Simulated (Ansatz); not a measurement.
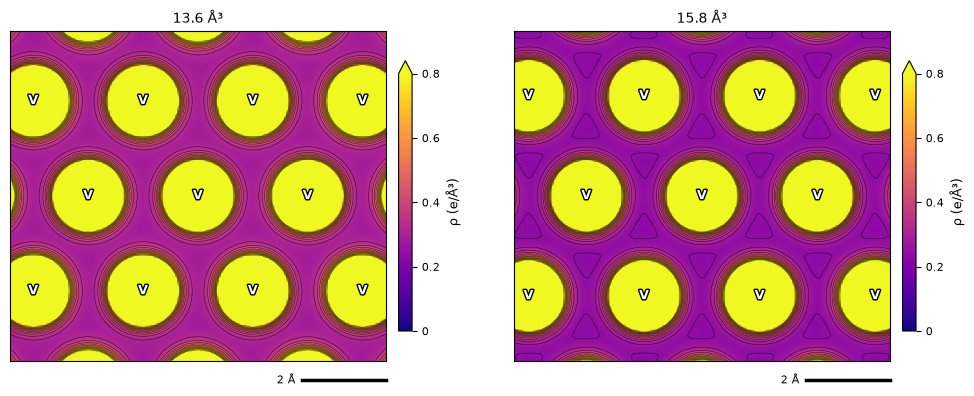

V. The valence charge density (pseudo) of cells scaled evenly to different volumes (given per atom above each panel), on the (001) plane of each (indices in the axes of the cell below), at one length scale and on one colour scale.

A generated structure, not necessarily the stable one; computed without spin polarisation.

All numbers below come from DFT, revPBE, plane waves (420 eV) with PAW, scalar-relativistic in Ansatz 0.2.0.

The density is the valence pseudo-density of a PAW calculation; it isn't the true density close to the nuclei.

The largest cell:

```xyz
4
Lattice="2.7521 0.0000 0.0000 -1.3760 2.3834 0.0000 0.0000 0.0000 9.6418" Properties=species:S:1:pos:R:3 pbc="T T T"
V     0.0000    0.0000    0.0000
V     0.0000    0.0000    4.8209
V     0.0000    1.5889    2.4105
V     1.3761    0.7945    7.2314
```

| volume (Å³/atom) | V–V contact in the plane (Å) | ρ at its midpoint (e/Å³) | pressure (GPa) | 
| --- | --- | --- | --- |
| 13.55 | 2.614 | 0.296 | 7.4 | 
| 15.25 | 2.719 | ? | ? | 
| 15.81 | 2.752 | 0.245 | −15.0 | 

### What values belong in the row with question marks?

Over the known rows ln ρ falls by 1.37 per Å of V–V distance (the line through the two), which gives 0.256 e/Å³ at 2.719 Å; the calculation gives 0.256 e/Å³. For the pressure, a straight line in volume between the neighbouring rows gives −9.4 GPa; the calculation gives −11.0, lower because pressure rises ever faster on compression.
